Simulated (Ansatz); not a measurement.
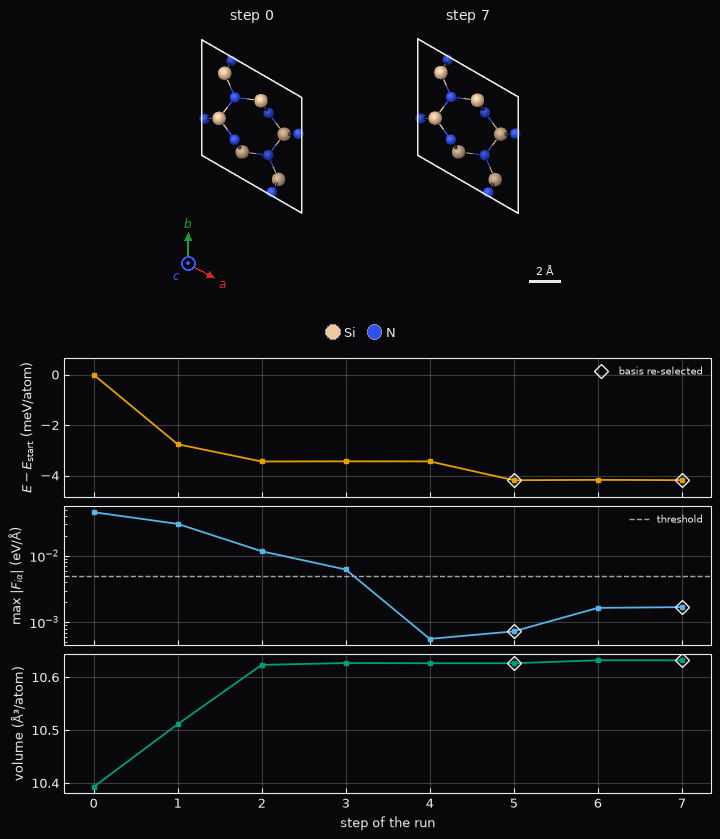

First and last geometry of a relaxation of a crystal of Si3N4 (built on the database structure type), with the history of the run. A ball-and-stick model of the cell of the calculation, seen along the c axis.

Level of theory: DFT, PBE, plane waves, PAW in Ansatz. (plane-wave cutoff 420 eV; k-point mesh 6 × 6 × 8; occupations fermi dirac; smearing width 0.02 eV; no spin polarisation; cell and atoms relaxed; force threshold 0.005 eV/Å)

**What do the curves and the structures tell?**

It converged. No atom moves by more than 0.005 Å relative to the cell. Cell: a = b 7.605 → 7.664 Å (+0.8 %), c 2.905 → 2.926 Å (+0.7 %). Volume +2.3 %. Among the contacts that change: N–Si 1.729 → 1.743 Å. The space group stays P6_3/m (No. 176). Over 5 accepted moves (7 points after the start) the energy falls by 4.2 meV per atom. Largest force component: 0.046 eV/Å at the start, 0.0017 eV/Å at the end. Pressure: 5.73 GPa at the start and 0.00 GPa at the end. The SCF was repeated twice at an unchanged geometry on a basis and grid sized afresh for the cell, which shifted the energy by 0.7 meV per atom at most.

| step | E − E(0), meV/atom | largest force component, eV/Å | pressure, GPa | volume, Å³/atom | note |
| --- | --- | --- | --- | --- | --- |
| 0 | 0.00 | 0.0458 | 5.73 | 10.393 |  |
| 1 | -2.76 | 0.0305 | 2.78 | 10.511 |  |
| 2 | -3.44 | 0.0118 | 0.09 | 10.623 |  |
| 3 | -3.44 | 0.0063 | 0.00 | 10.627 |  |
| 4 | -3.44 | 0.0006 | 0.00 | 10.626 |  |
| 5 | -4.18 | 0.0007 | 0.12 | 10.626 | same geometry, new basis |
| 6 | -4.17 | 0.0016 | 0.00 | 10.632 |  |
| 7 | -4.18 | 0.0017 | 0.00 | 10.632 | same geometry, new basis |
